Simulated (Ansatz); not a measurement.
# A convergence test on BiOCl (P4/nmm): k mesh of the hybrid

Aim: see how gap, energy and time of BiOCl (P4/nmm) follow the k mesh of the hybrid.

Calculated with Ansatz 0.2.0; DFT, HSE06, plane waves, PAW.

## (1) The starting structure

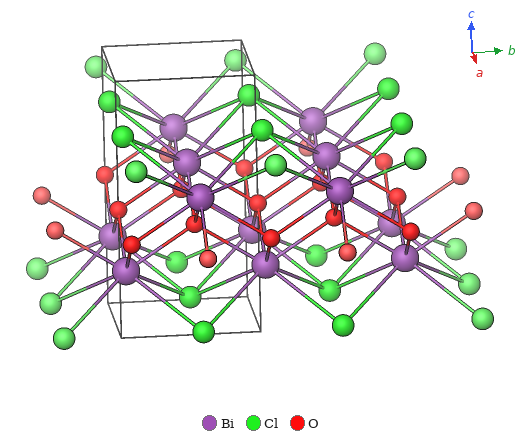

Start, viewed slightly off an axis; bismuth purple, chlorine green, oxygen red. 2×2×1 cells are drawn. Some periodic images of atoms are drawn too.

The cell and positions come from the Crystallography Open Database and are kept as given unless a step says otherwise. Spin-orbit coupling is left out unless a step names it. The default PAW set here is soft_2. Its files were made with PBE.

## (2) k mesh of the hybrid: 2×2×2

The input, input.yaml:

```yaml
crystal:
  lattice:
    - [3.88551, 0.0, 0.0]
    - [0.0, 3.88551, 0.0]
    - [0.0, 0.0, 7.3489]
  atoms:
    - { symbol: Bi, position: [0.5, 0.0, 0.32904] }
    - { symbol: Bi, position: [0.0, 0.5, 0.67096] }
    - { symbol: Cl, position: [0.0, 0.5, 0.1472] }
    - { symbol: Cl, position: [0.5, 0.0, 0.8528] }
    - { symbol: O, position: [0.0, 0.0, 0.5] }
    - { symbol: O, position: [0.5, 0.5, 0.5] }
kpoints:
  mp_grid: { grid: [2, 2, 2] }
  band_path:
    path:
      - [0.0, 0.0, 0.0]
      - [0.0, 0.5, 0.0]
      - [0.5, 0.5, 0.0]
      - [0.0, 0.0, 0.5]
      - [0.0, 0.5, 0.5]
      - [0.5, 0.5, 0.5]
      - [0.0, 0.4, 0.5]
    npoints: 1
hamiltonian:
  xc: hse06
scf:
  occupations: { method: fixed }
  n_extra_bands: 6
output:
  eigenvalues: true
```

The run is started by

```bash
$ ansatz run input.yaml --threads 3 --pin off --max-ram 92160MiB --backend cuda --events-out ev --progress --plain --runs-dir out --devices 1 --max-vram 13GiB
```

Numbers of over 12 decimals in the logs are rounded to 6 here.

Log:

```text
scf.n_extra_bands = 6 over 28 filled bands (N_el = 56.0): the run solves 34 bands
exact exchange: scf.exx.singularity resolves to wigner_seitz, which cuts the screened interaction at the faces of the exchange supercell's Wigner-Seitz cell, so that each pair interacts once, at the shortest of its separations (the periodic images that this leaves out come, for a point-like exchange hole, to about 0.043 eV on a filled level). The cut falls within the interaction's reach, and what an exchange supercel [...]
GPUs: using 1 of 1 available (devices: 1).
Engine: ansatz 0.2.0, x86_64-unknown-linux-gnu
Pseudopotentials: kind: paw
Pseudopotential: Bi, paw, valence charge 15, recommended cutoff 420 eV (normal), Bi.paw.azcp
Pseudopotential: Cl, paw, valence charge 7, recommended cutoff 420 eV (normal), Cl.paw.azcp
Pseudopotential: O, paw, valence charge 6, recommended cutoff 420 eV (normal), O.paw.azcp
Functional definition: HSE06
  parameter a = 0.25
  parameter omega = 0.11/bohr
  exchange = pbe_x - a*pbe_x_sr(omega) + a*exact_x_sr(omega)
  correlation = pbe_c
davidson cushion auto → on  (no smearing: the cushion is to keep the highest requested band from converging to the state above it; pin scf.eigensolver.cushion to override)
device memory: the entry about to start is reckoned to put 1.3 GiB on a device that reports 69.4 GiB free (of which the cap on the GPU budget leaves the run 13.0 GiB)
GPU FFT provider: cuFFT
GPU libraries: cuBLAS 13.8.2, cuFFT 12.4.0, cuSOLVER 12.3.4
Crystal: 6 atoms, lattice volume = 110.948 Å³
Basis set: ecut = 420 eV, 2177 PW (Γ)
Bands: 34, of which v1, the nominal top of the filled ones, is band 28 counted from 1 (27 counted from 0)
Symmetry: 16 space group operations
Space group: P4/nmm (ITA 129), of the structure as read, at distance tolerance 4.8e-5 Å
k-points: 6 of 8
Non-local potential: Bi, projectors of the file, l = 0: 2, l = 1: 2, l = 2: 2, l = 3: 2
Non-local potential: Cl, projectors of the file, l = 0: 2, l = 1: 2, l = 2: 2
Non-local potential: O, projectors of the file, l = 0: 2, l = 1: 2, l = 2: 1
PAW form: soft (Blöchl's): semilocal exchange-correlation on the pseudo side does not see the compensation charge
PAW frozen core: Bi, regenerated for the run's functional, and the local potential with it (the file was generated under x = pbe(κ = 0.804, μ = 0.219515), c = pbe(β = 0.066725))
PAW frozen core: Cl, regenerated for the run's functional, and the local potential with it (the file was generated under x = pbe(κ = 0.804, μ = 0.219515), c = pbe(β = 0.066725))
PAW frozen core: O, regenerated for the run's functional, and the local potential with it (the file was generated under x = pbe(κ = 0.804, μ = 0.219515), c = pbe(β = 0.066725))
PAW one-centre angular grid: Bi, 590 points (default); XC on 64 Gauss nodes
PAW one-centre angular grid: Cl, 110 points (default); XC on 64 Gauss nodes
PAW one-centre angular grid: O, 110 points (default); XC on 96 Gauss nodes
Initial density: superposition of atomic densities (neutral atoms: chi_scale 0, normalization atom), corrected by the library's trained network
Initial wavefunctions: pseudopotential atomic-orbital guess
GPU buffer pool allocated for 36450 grid points (all kernels)
GPU transforms: local potential and band sums: pruned to the plane-wave sphere, on 25×25×50
Functional: x = pbe(κ = 0.804, μ = 0.219515), c = pbe(β = 0.066725), warm-up for x = pbe(κ = 0.804, μ = 0.219515) + 0.25 (exact − pbe) at short range (hse, ω = 0.207870 Å⁻¹), c = pbe(β = 0.066725); HSE06 as pw.x's `hse` composes it (authors' and Libxc's form: `xc: wpbeh`)
SCF iter   1: F=—  HF=-28089.182584 eV  |F-HF|=—  |Δ(HF+E_count)|=         —  Δρ=2.46e-3  dr2=7.96e-3  ethr=1.77e-3  ⟨swp⟩=6.2  Hψ=885  notcnv=0
preconditioner: auto → none  [insulator: Δε(μ)=2.706 eV  Ē_g=16.758 eV  n_scr=28 (ndim 8)  ℏωp=26.4 eV  f_vac=0.006]
[...]
SCF iter   5: F=—  HF=-28097.229302 eV  |F-HF|=—  |Δ(HF+E_count)|=   5.50e-4  Δρ=1.95e-4  dr2=1.14e-4  ethr=1.69e-6  ⟨swp⟩=3.0  Hψ=527  notcnv=0
SCF iter   6: F=—  HF=-28097.229892 eV  |F-HF|=—  |Δ(HF+E_count)|=   5.90e-4  Δρ=4.43e-4  dr2=2.84e-4  ethr=3.39e-8  ⟨swp⟩=4.8  Hψ=790  notcnv=0
SCF iter   7: F=-28097.229831 eV  HF=-28097.229833 eV  |F-HF|=1.74e-6  |Δ(HF+E_count)|=   5.88e-5  Δρ=4.27e-5  dr2=6.78e-6  ethr=3.39e-8  ⟨swp⟩=4.3  Hψ=705  notcnv=0
SCF 2 stopped early in 7 iterations: F = -28097.229831 eV  dr2 = 6.78e-6
hybrid outer 1: dexx = +1.993e-2 eV, tail = 6.47e-5 eV
GPU FFT provider: cuFFT
GPU libraries: cuBLAS 13.8.2, cuFFT 12.4.0, cuSOLVER 12.3.4
GPU buffer pool allocated for 36450 grid points (all kernels)
GPU transforms: local potential and band sums: pruned to the plane-wave sphere, on 25×25×50
Exchange kernel: α = 0.2500, screened, ω = 0.2079 Å⁻¹, Wigner–Seitz truncation, v(0) = 833.4840 eV·Å³, q-mesh 2×2×2, nearest image of the exchange supercell L = 7.77 Å, pair-density grid 20×20×36, without the augmentation charges, whose exchange is taken in its separable form by FFT convolution over the k-point mesh (sized by the pseudopotential files, 25×25×50 at the most), smooth part of the exact exchange by density-matrix convolution in up to 867.7 MiB of GPU memory as planned if the GPU has room (build and FFT work areas not counted)
Frozen-core exchange: fock
SCF iter   1: F=—  HF=-28097.229256 eV  |F-HF|=—  |Δ(HF+E_count)|=         —  Δρ=6.86e-5  dr2=6.57e-6  ethr=5.78e-7  ⟨swp⟩=2.2  Hψ=451  notcnv=0
preconditioner: auto → none  [insulator: Δε(μ)=3.713 eV  Ē_g=18.915 eV  n_scr=28 (ndim 8)  ℏωp=26.4 eV  f_vac=0.011]
iter 2 solved again at ethr=2.15e-10 eV; its pass at ethr=1.05e-8 eV (dr2=1.21e-7 eV) is discarded
SCF iter   2: F=—  HF=-28097.229256 eV  |F-HF|=—  |Δ(HF+E_count)|=   2.43e-7  Δρ=1.64e-5  dr2=2.43e-7  ethr=2.15e-10  ⟨swp⟩=3.0  Hψ=1148  notcnv=0
SCF iter   3: F=—  HF=-28097.229257 eV  |F-HF|=—  |Δ(HF+E_count)|=   9.36e-7  Δρ=1.04e-5  dr2=1.77e-7  ethr=2.15e-10  ⟨swp⟩=4.3  Hψ=713  notcnv=0
SCF iter   4: F=-28097.229257 eV  HF=-28097.229257 eV  |F-HF|=1.39e-9  |Δ(HF+E_count)|=   3.56e-8  Δρ=1.76e-6  dr2=4.77e-8  ethr=2.15e-10  ⟨swp⟩=3.8  Hψ=514  notcnv=0
SCF 3 converged in 4 iterations: F = -28097.229257 eV  dr2 = 4.77e-8
[...]
hybrid outer 2: dexx = +8.826e-7 eV, tail = 1.12e-7 eV, Δε = 2.93e-3 eV (about 1.77e-4 eV left of the loop's levels)
the search or the solves at the SCF's close seem to have found levels that the self-consistency loop had missed (the run counts 1). By its estimate they hold under 1e-12 electrons; where the run keeps them, the occupations were computed again with them
device memory: the entry about to start is reckoned to put 0.5 GiB on a device that reports 63.2 GiB free (of which the cap on the GPU budget leaves the run 13.0 GiB)
NSCF: frozen V_eff on 7 k-points
hybrid SCF converged: 2 outer / 11 inner (+4 warm-up), last move |dexx| = 8.83e-7 eV, tail = 1.12e-7 eV
Stability not checked: this state was not tested for a lower state beside it, because the functional holds exact exchange (a hybrid, or Hartree-Fock), whose exchange loop this test does not read (fock_operator; see scf.lower_state_search)
Free energy (F): -28097.229257 eV
Frozen-core exchange: fock
Harris-Foulkes:  -28097.229257 eV  (|F-HF|=1.39e-9)
Internal energy: -28097.229257 eV  (E = F + TS)
E sigma→0 (E₀):  -28097.229257 eV
Fermi energy:    7.132489 eV
--- Per-component energies (eV) ---
  E_band       = -291.988019
  E_kinetic    = 1275.881670
  E_local      = -4726.474173  (includes V_loc(G=0)·N_el)
  E_nonlocal   = 1283.369930
  E_hartree    = 1669.549002
  E_xc         = -535.877856
  E_vxc        = -577.590392  (∫ρ·V_xc dr)
  E_exx        = -139.341591  (= α·E_x^exact, valence–valence)
  E_paw        = -22963.474498  (= ΣΔE_a)
  E_vpaw       = -607.592646  (= ΣTr[D̂ρ^β])
  E_aug_tail   = 0.004247  (compensation charges beyond the density's cutoff)
  E_ewald      = -3960.893269
  E_core_change = 0.027284  (= ΣΔE_core)
  E_smearing   = -0.000000  (= −TS)
  E_closure    = -0.000000  (closes the sum)
  Σ components = -28097.229257   (vs F -28097.229257, Δ=3.64e-12)
--- Band table (eV; the first three rows and the last of 6) ---
  k-point 0: bands = [... 24 lower, 5.9145, 5.9145, 6.0479, 6.4122, 11.3828, 12.0803, 13.7212, 13.7212, ... 2 higher]
  k-point 1: bands = [... 24 lower, 6.2244, 6.2244, 6.6935, 6.7303, 10.8458, 11.2943, 13.7468, 13.7468, ... 2 higher]
  k-point 2: bands = [... 24 lower, 6.0650, 6.0650, 7.1325, 7.1325, 12.9272, 12.9272, 13.5971, 13.5971, ... 2 higher]
  k-point 5: bands = [... 24 lower, 5.5646, 5.5646, 6.2328, 6.2328, 12.7975, 12.7975, 14.5898, 14.5898, ... 2 higher]
```

Run time: 23 s. Hardware: 1 × NVIDIA H100 80GB HBM3 (shared by 6 runs) with 3 threads of AMD EPYC 7R13 (Zen 3), shared host; peak memory 1.1 GiB; 11 s of CPU time.

In the SCF lines HF is the Harris–Foulkes energy and dr2 the Hartree energy of the density residual, in eV; the loop may stop once dr2 is under the threshold and the program's other checks hold. Hψ counts applications of the Hamiltonian.

This step gave:

```yaml
gap: 3.609 eV
valence_top_at: k = (0.000, 0.400, 0.500)
conduction_bottom_at: Z
least_direct_gap: 4.116 eV
exact_exchange_fraction: 0.25
```

The gap is indirect, with the least direct gap 0.51 eV higher.

## (3) k mesh of the hybrid: 4×4×2

Changes to input.yaml since step 2:

```diff
@@ -13,3 +13,3 @@
 kpoints:
-  mp_grid: { grid: [2, 2, 2] }
+  mp_grid: { grid: [4, 4, 2] }
   band_path:
```

Log:

```text
[...]
GPUs: using 1 of 1 available (devices: 1).
[...]
GPU FFT provider: cuFFT
GPU libraries: cuBLAS 13.8.2, cuFFT 12.4.0, cuSOLVER 12.3.4
Crystal: 6 atoms, lattice volume = 110.948 Å³
Basis set: ecut = 420 eV, 2177 PW (Γ)
Bands: 34, of which v1, the nominal top of the filled ones, is band 28 counted from 1 (27 counted from 0)
[... 1 set-up line as in the run before ...]
[...]
k-points: 12 of 32
[...]
Fermi energy:    7.120387 eV
[...]
--- Band table (eV; the first three rows and the last of 12) ---
  k-point 0: bands = [... 24 lower, 5.8958, 5.8958, 6.0178, 6.3828, 11.3563, 12.0602, 13.7125, 13.7125, ... 2 higher]
  k-point 1: bands = [... 24 lower, 6.1990, 6.1990, 6.6703, 6.6875, 10.8175, 11.2837, 13.7383, 13.7383, ... 2 higher]
  k-point 2: bands = [... 24 lower, 5.9402, 6.4408, 6.8056, 6.8063, 12.6649, 13.0550, 13.1744, 13.3869, ... 2 higher]
  k-point 11: bands = [... 24 lower, 5.5242, 5.5242, 6.2198, 6.2198, 12.7864, 12.7864, 14.5790, 14.5790, ... 2 higher]
[key lines of the parts left out:]
Free energy (F): -28097.419242 eV
```

Run time: 29 s. Hardware: 1 × NVIDIA H100 80GB HBM3 (shared by 6 runs) with 3 threads; peak memory 1.2 GiB.

Numbers from this step:

```yaml
gap: 3.598 eV
valence_top_at: k = (0.000, 0.400, 0.500)
conduction_bottom_at: Z
least_direct_gap: 4.130 eV
```

The gap is 3.598 eV, −0.012 eV from the run before at this level.

## (4) k mesh of the hybrid: 6×6×4

Changes to input.yaml since step 3:

```diff
@@ -13,3 +13,3 @@
 kpoints:
-  mp_grid: { grid: [4, 4, 2] }
+  mp_grid: { grid: [6, 6, 4] }
   band_path:
```

Log:

```text
[...]
GPUs: using 1 of 1 available (devices: 1).
[...]
GPU FFT provider: cuFFT
GPU libraries: cuBLAS 13.8.2, cuFFT 12.4.0, cuSOLVER 12.3.4
Crystal: 6 atoms, lattice volume = 110.948 Å³
Basis set: ecut = 420 eV, 2177 PW (Γ)
Bands: 34, of which v1, the nominal top of the filled ones, is band 28 counted from 1 (27 counted from 0)
[... 1 set-up line as in the run before ...]
[...]
k-points: 30 of 144
[...]
Fermi energy:    7.163281 eV
[...]
--- Band table (eV; the first three rows and the last of 30) ---
  k-point 0: bands = [... 24 lower, 5.8954, 5.8954, 6.0166, 6.3814, 11.3553, 12.0598, 13.7128, 13.7128, ... 2 higher]
  k-point 1: bands = [... 24 lower, 6.0666, 6.0666, 6.2886, 6.5870, 11.0756, 11.6767, 13.7250, 13.7250, ... 2 higher]
  k-point 2: bands = [... 24 lower, 6.1981, 6.1981, 6.6703, 6.6866, 10.8156, 11.2829, 13.7387, 13.7387, ... 2 higher]
  k-point 29: bands = [... 24 lower, 5.5230, 5.5230, 6.2189, 6.2189, 12.7861, 12.7861, 14.5791, 14.5791, ... 2 higher]
[key lines of the parts left out:]
Free energy (F): -28097.423424 eV
```

It took 50 s on 1 × NVIDIA H100 80GB HBM3 (shared by 6 runs) with 3 threads; peak memory 1.7 GiB.

This step gave:

```yaml
gap: 3.597 eV
valence_top_at: k = (0.000, 0.400, 0.500)
conduction_bottom_at: Z
least_direct_gap: 4.129 eV
```

The gap is 3.597 eV, −0.001 eV from the run before at this level.

## (5) The series

Differences are against the last row; a negative gap means that bands overlap, and a run with a band path holds that path's time. Times are wall times on 1 × NVIDIA H100 80GB HBM3 (shared by 6 runs) with 3 threads of AMD EPYC 7R13 (Zen 3), shared host, good to a factor of about two.

```tsv
k mesh of the hybrid	gap (eV)	direct gap (eV)	gap error (eV)	energy error (meV/atom)	irreducible k	time
2×2×2	3.609	4.116	+0.012	+32.4	6	23 s
4×4×2	3.598	4.130	+0.001	+0.7	12	29 s
6×6×4	3.597	4.129	+0.000	+0.0	30	50 s
```

## (6) Results

- 2×2×2: 3.609 eV
- 4×4×2: 3.598 eV
- 6×6×4: 3.597 eV

In words: The gap holds to 0.02 eV from 2×2×2 on, the cheapest setting tried. At 2×2×2 the gap is off by +0.012 eV and the energy by +32 meV/atom. The gap is read over the mesh and added points near the edges, so meshes differ mainly through the density and, for a hybrid, the exchange operator.

[Paths, hosts, dates, memory and timing lines, banners, echoed tables and standing remarks are left out of the program output.]

[Logs are printed without paths, hosts, clocks, repeated set-up lines and the standing remarks that a program may print on its own settings, such as how far it seeks lower states.]

[Runs of the session that timed out or met a known fault of the program may be left out.]

[Cells called generated may have been cut or substituted from an entry of the Crystallography Open Database or the Materials Project.]

[Hosts, paths, dates, database ids (printed as entryN), source tags and the programs' standing remarks are cut or masked in the printed files.]
